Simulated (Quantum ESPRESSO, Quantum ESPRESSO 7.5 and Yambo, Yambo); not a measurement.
# Beyond one shot: Sb (buckled honeycomb monolayer)

Aim: iterate the self-energy on Sb (buckled honeycomb monolayer) and follow the gap from cycle to cycle.

Main program and level: Quantum ESPRESSO 7.5 and Yambo 5.3.0; PBE and many-body steps on it, plane waves.

**Experimental background.**

- Gap 2.21 eV: optical gap from PL emission peak; photoluminescence, 355 nm excitation; monolayer (antimonene on antimony oxide after hydrogen reduction) (“Ultrathin high-κ antimony oxide single crystals”, 2020, pmc:7237679).

This is a report of a sequence of runs, with most program output left out.

## (1) Set-up

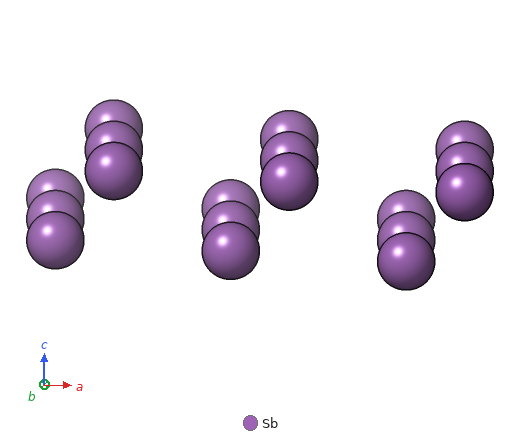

Start, viewed nearly edge on; antimony purple. 3×3×1 cells are drawn.

The cell holds 2 atoms: 2 Sb. Cell: a = 4.127 Å, b = 4.127 Å, c = 14.000 Å, α = 90.0°, β = 90.0°, γ = 120.0°. Vacuum lies along c.

The structure was relaxed with PBE. The runs that relaxed it are not among those shown. Spin-orbit coupling is left out unless a step names it.

## (2) Empty states on the mesh, 6×6×1 mesh, 120 bands

This step: Quantum ESPRESSO 7.5; DFT, PBE, plane waves, norm-conserving pseudopotentials.

The sums over transitions need many empty states on a uniform mesh; this step solves for them.

pw.in

```
&control
  calculation = 'nscf'
  prefix = 'x'
  outdir = 'o'
  pseudo_dir = 'pseudo'
/
&system
  ibrav = 0
  nat = 2
  ntyp = 1
  ecutwfc = 88.0
  nbnd = 120
  force_symmorphic = .true.
/
&electrons
  conv_thr = 1e-9
  electron_maxstep = 80
  diago_full_acc = .true.
  diago_thr_init = 5e-6
/
ATOMIC_SPECIES
  Sb 121.76 Sb.upf
CELL_PARAMETERS angstrom
  4.1272254436 0.0000000001 0.0000000000
  -2.0636127219 3.5742820813 0.0000000000
  0.0000000000 0.0000000000 14.0000000000
ATOMIC_POSITIONS crystal
  Sb 0.3333333333 0.6666666667 0.4415848827
  Sb 0.6666666667 0.3333333333 0.5584151173
K_POINTS automatic
  6 6 1 0 0 0
```

Started as:

```sh
$ OMP_NUM_THREADS=1 mpirun -n 4 pw.x -nk 4 -in pw.in > pw.out
```

Wall time 45 s (4 MPI ranks of Arm Neoverse V1, shared host); peak memory 1.1 GiB; 3 min of CPU time.

Numbers from this step:

| Quantity | Value |
| --- | --- |
| gap | 1.314 eV |
| k of the valence top | 0, 0, 0 |
| k of the conduction bottom | 0, 0.3333, 0 |
| least direct gap | 1.578 eV |
| k points computed | 7 |
| lowest point of the top converged band, above the valence top | 34.28 eV |

On this mesh the gap is 1.314 eV.

The density comes from a self-consistent run that is not shown.

## (3) Conversion and set-up

This step: Yambo 5.3.0; conversion and set-up on PBE, plane waves, norm-conserving pseudopotentials.

The states are converted to the many-body program's format and the q mesh is built.

Started as:

```sh
$ (cd o/x.save; p2y > p2y.log; mv SAVE ../..); yambo > setup.log
```

It took 2.7 s on 1 MPI rank; peak memory 0.26 GiB.

## (4) G0W0

Now the one-shot GW correction: screening in the RPA, then the self-energy of the levels asked for.

This step: G0W0 on PBE, plane waves, norm-conserving pseudopotentials.

gw1.in

```
HF_and_locXC
gw0
dyson
ppa
em1d
rim_cut
rim_w
RandQpts= 3000000
RandGvec= 100 RL
CUTGeo= "slab z"
RandGvecW= 9 RL
EXXRLvcs= 88 Ry
VXCRLvcs= 352 Ry
Chimod= "HARTREE"
% BndsRnXp
 1 | 120 |
%
NGsBlkXp= 8 Ry
% LongDrXp
 1 | 1 | 0 |
%
% GbndRnge
 1 | 120 |
%
DysSolver= "n"
ExtendOut
PPAPntXp= 27.21138 eV
% QPkrange
 1 | 7 | 19 | 27 |
%
```

Started as:

```sh
$ OMP_NUM_THREADS=1 mpirun -n 4 yambo -F gw1.in -J gw1 -C gw1 > gw1.log
```

Elapsed: 19 min, on 4 MPI ranks; peak memory 4.3 GiB; 77 min of CPU time.

Numbers from this step:

```yaml
g0w0_gap_on_the_mesh: 2.099 eV
starting_gap_on_the_mesh: 1.314 eV
k_of_the_valence_top: 0, 0, 0
k_of_the_conduction_bottom: 0, 0.3333, 0
least_direct_g0w0_gap_on_the_computed_points: 2.609 eV
z_at_the_valence_top: 0.7331
z_at_the_conduction_bottom: 0.7382
```

The gap on the mesh goes from 1.31 eV to 2.10 eV, a correction of +0.79 eV.

## (5) evGW0, cycle 1

This step: evGW0 on PBE, plane waves, norm-conserving pseudopotentials.

gw2.in, as its differences from gw1.in of step 4:

```diff
@@ -30 +30,2 @@
 %
+GfnQPdb= "E < ./gw1/ndb.QP"
```

Started as:

```sh
$ OMP_NUM_THREADS=1 mpirun -n 4 yambo -F gw2.in -J gw2,gw1_W -C gw2 > gw2.log
```

Wall time 15 min (4 MPI ranks); peak memory 4.4 GiB.

This step gave:

```yaml
quasiparticle_gap_on_the_mesh: 2.237 eV
gap_of_the_density_functional_on_the_mesh: 1.314 eV
k_of_the_valence_top: 0, 0, 0
k_of_the_conduction_bottom: 0, 0.3333, 0
least_direct_quasiparticle_gap_on_the_computed_points: 2.785 eV
z_at_the_valence_top: 0.7359
z_at_the_conduction_bottom: 0.7708
```

Against G0W0 in Yambo (6×6×1 mesh, 120 bands, screening to 108.8 eV, Godby-Needs plasmon pole), the gap moves by +0.138 eV.

The program's own table gives 2.417 eV, which is too large where the input levels are shifted: this version takes Σc at the unshifted level E₀, yet steps from the shifted one. The value above is the Newton step from E₀, E₀ + Z(Σc + Σx − Vxc), rebuilt from the printed columns.

## (6) evGW0, cycle 2

The corrected levels of the last cycle go back in.

gw3.in, as its differences from gw2.in of step 5:

```diff
@@ -30,2 +30,2 @@
 %
-GfnQPdb= "E < ./gw1/ndb.QP"
+GfnQPdb= "E < ./gw2_fix/ndb.QP"
```

Started as:

```sh
$ OMP_NUM_THREADS=1 mpirun -n 4 yambo -F gw3.in -J gw3,gw1_W -C gw3 > gw3.log
```

Run time: 15 min. Hardware: 4 MPI ranks; peak memory 4.3 GiB; 62 min of CPU time.

Numbers from this step:

```
quasiparticle gap on the mesh                         : 2.259 eV
gap of the density functional on the mesh             : 1.314 eV
k of the valence top                                  : 0, 0, 0
k of the conduction bottom                            : 0, 0.3333, 0
least direct quasiparticle gap on the computed points : 2.810 eV
```

Against the cycle before, the gap moves by +0.022 eV.

The program's own table gives 2.466 eV, which is too large where the input levels are shifted: this version takes Σc at the unshifted level E₀, yet steps from the shifted one. The value above is the Newton step from E₀, E₀ + Z(Σc + Σx − Vxc), rebuilt from the printed columns.

## (7) evGW0, cycle 3

gw4.in, as its differences from gw3.in of step 6:

```diff
@@ -30,2 +30,2 @@
 %
-GfnQPdb= "E < ./gw2_fix/ndb.QP"
+GfnQPdb= "E < ./gw3_fix/ndb.QP"
```

Started as:

```sh
$ OMP_NUM_THREADS=1 mpirun -n 4 yambo -F gw4.in -J gw4,gw1_W -C gw4 > gw4.log
```

Elapsed: 15 min, on 4 MPI ranks; peak memory 4.3 GiB.

This step gave:

| Property | Result |
| --- | --- |
| quasiparticle gap on the mesh | 2.262 eV |
| gap of the density functional on the mesh | 1.314 eV |
| k of the valence top | 0, 0, 0 |
| k of the conduction bottom | 0, 0.3333, 0 |
| least direct quasiparticle gap on the computed points | 2.814 eV |

Against the cycle before, the gap moves by +0.003 eV.

The program's own table gives 2.474 eV, which is too large where the input levels are shifted: this version takes Σc at the unshifted level E₀, yet steps from the shifted one. The value above is the Newton step from E₀, E₀ + Z(Σc + Σx − Vxc), rebuilt from the printed columns.

## (8) evGW, cycle 1

This step: evGW on PBE, plane waves, norm-conserving pseudopotentials.

gw5.in, as its differences from gw4.in of step 7:

```diff
@@ -30,2 +30,3 @@
 %
-GfnQPdb= "E < ./gw3_fix/ndb.QP"
+GfnQPdb= "E < ./gw1/ndb.QP"
+XfnQPdb= "E < ./gw1/ndb.QP"
```

Started as:

```sh
$ OMP_NUM_THREADS=1 mpirun -n 4 yambo -F gw5.in -J gw5 -C gw5 > gw5.log
```

Run time: 19 min. Hardware: 4 MPI ranks; peak memory 4.3 GiB.

This step gave:

```
quasiparticle gap on the mesh                         : 2.390 eV
gap of the density functional on the mesh             : 1.314 eV
k of the valence top                                  : 0, 0, 0
k of the conduction bottom                            : 0, 0.3333, 0
least direct quasiparticle gap on the computed points : 2.934 eV
```

Against G0W0 in Yambo (6×6×1 mesh, 120 bands, screening to 108.8 eV, Godby-Needs plasmon pole), the gap moves by +0.291 eV.

The program's own table gives 2.549 eV, which is too large where the input levels are shifted: this version takes Σc at the unshifted level E₀, yet steps from the shifted one. The value above is the Newton step from E₀, E₀ + Z(Σc + Σx − Vxc), rebuilt from the printed columns.

## (9) evGW, cycle 2

gw6.in, as its differences from gw5.in of step 8:

```diff
@@ -30,3 +30,3 @@
 %
-GfnQPdb= "E < ./gw1/ndb.QP"
-XfnQPdb= "E < ./gw1/ndb.QP"
+GfnQPdb= "E < ./gw5_fix/ndb.QP"
+XfnQPdb= "E < ./gw5_fix/ndb.QP"
```

Started as:

```sh
$ OMP_NUM_THREADS=1 mpirun -n 4 yambo -F gw6.in -J gw6 -C gw6 > gw6.log
```

Run time: 19 min. Hardware: 4 MPI ranks; peak memory 4.3 GiB; 77 min of CPU time.

This step gave:

| Item | Value |
| --- | --- |
| quasiparticle gap on the mesh | 2.478 eV |
| gap of the density functional on the mesh | 1.314 eV |
| k of the valence top | 0, 0, 0 |
| k of the conduction bottom | 0, 0.3333, 0 |
| least direct quasiparticle gap on the computed points | 3.024 eV |

Against the cycle before, the gap moves by +0.088 eV.

The program's own table gives 2.681 eV, which is too large where the input levels are shifted: this version takes Σc at the unshifted level E₀, yet steps from the shifted one. The value above is the Newton step from E₀, E₀ + Z(Σc + Σx − Vxc), rebuilt from the printed columns.

## (10) evGW, cycle 3

gw7.in, as its differences from gw6.in of step 9:

```diff
@@ -30,3 +30,3 @@
 %
-GfnQPdb= "E < ./gw5_fix/ndb.QP"
-XfnQPdb= "E < ./gw5_fix/ndb.QP"
+GfnQPdb= "E < ./gw6_fix/ndb.QP"
+XfnQPdb= "E < ./gw6_fix/ndb.QP"
```

Started as:

```sh
$ OMP_NUM_THREADS=1 mpirun -n 4 yambo -F gw7.in -J gw7 -C gw7 > gw7.log
```

Run time: 19 min. Hardware: 4 MPI ranks; peak memory 4.6 GiB.

Numbers from this step:

```
quasiparticle gap on the mesh                         : 2.504 eV
gap of the density functional on the mesh             : 1.314 eV
k of the valence top                                  : 0, 0, 0
k of the conduction bottom                            : 0, 0.3333, 0
least direct quasiparticle gap on the computed points : 3.051 eV
```

Against the cycle before, the gap moves by +0.026 eV.

The program's own table gives 2.719 eV, which is too large where the input levels are shifted: this version takes Σc at the unshifted level E₀, yet steps from the shifted one. The value above is the Newton step from E₀, E₀ + Z(Σc + Σx − Vxc), rebuilt from the printed columns.

## (11) The runs together

Times are wall times on 4 MPI ranks of Arm Neoverse V1, shared host, good to a factor of about two.

| run | mesh | bands | screening cutoff (eV) | DFT gap (eV) | gap on the mesh (eV) | direct (eV) | time |
| --- | --- | --- | --- | --- | --- | --- | --- |
| G0W0 | 6×6×1 | 120 | 108.8 | 1.314 | 2.099 | 2.609 | 19 min |
| evGW0, cycle 1 | 6×6×1 | 120 | 108.8 | 1.314 | 2.237 | 2.785 | 15 min |
| evGW0, cycle 2 | 6×6×1 | 120 | 108.8 | 1.314 | 2.259 | 2.810 | 15 min |
| evGW0, cycle 3 | 6×6×1 | 120 | 108.8 | 1.314 | 2.262 | 2.814 | 15 min |
| evGW, cycle 1 | 6×6×1 | 120 | 108.8 | 1.314 | 2.390 | 2.934 | 19 min |
| evGW, cycle 2 | 6×6×1 | 120 | 108.8 | 1.314 | 2.478 | 3.024 | 19 min |
| evGW, cycle 3 | 6×6×1 | 120 | 108.8 | 1.314 | 2.504 | 3.051 | 19 min |

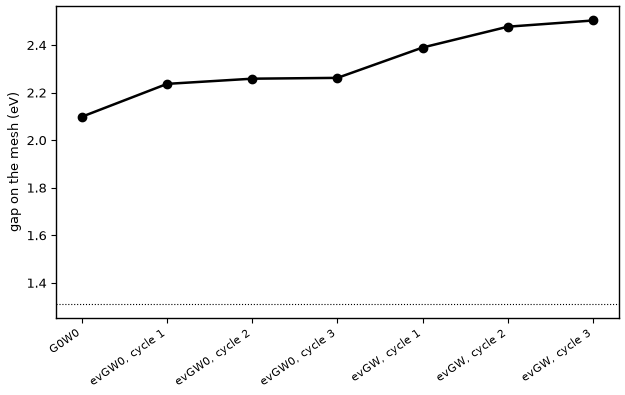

The gap through the cycles; the dotted line is the starting gap.

## (12) Outcome

* G0W0: 2.099 eV
* evGW0, cycle 1: 2.237 eV
* evGW0, cycle 2: 2.259 eV
* evGW0, cycle 3: 2.262 eV
* evGW, cycle 1: 2.390 eV
* evGW, cycle 2: 2.478 eV
* evGW, cycle 3: 2.504 eV
* known limits: not at the basis limit; no spin-orbit coupling

**Reading.** evGW0 ends at 2.26 eV, +0.16 eV from G0W0, after 3 cycles that took 46 min beside the first screening; the last moved the gap by 0.003 eV. evGW ends at 2.50 eV, +0.40 eV from G0W0, after 3 cycles that took 58 min beside the first screening; the last moved the gap by 0.026 eV, so the loop had not settled. Against experiment, by evGW, cycle 3: the direct gap of 3.05 eV lies +0.84 eV from the measured 2.21 eV (exciton, 2020). An exciton line or allowed optical edge lies below the quasiparticle gap by the binding energy; a forbidden edge can push the onset above it. The computed sheet is free-standing; a substrate or cover screens it further and lowers both gap and binding, while the exciton line moves little. These are gaps on the mesh, at modest bands and cutoff. The calculation has static nuclei and no excitons; a measured gap holds zero-point and thermal motion, which mostly lowers it. Bands and cutoff are finite, so the gap is not at the basis limit. The miss can reach some tenths of an eV and take either sign; the mesh is an error of its own. The many-body steps are scalar-relativistic: spin-orbit coupling is not in them.

[Paths, hosts, dates, memory and timing lines, banners, echoed tables and standing remarks are left out of the program output.]

[Logs are printed without paths, hosts, clocks, repeated set-up lines and the standing remarks that a program may print on its own settings, such as how far it seeks lower states.]

[Runs of the session that timed out or met a known fault of the program may be left out.]

[Hosts, paths, dates, database ids (printed as entryN), source tags and the programs' standing remarks are cut or masked in the printed files.]
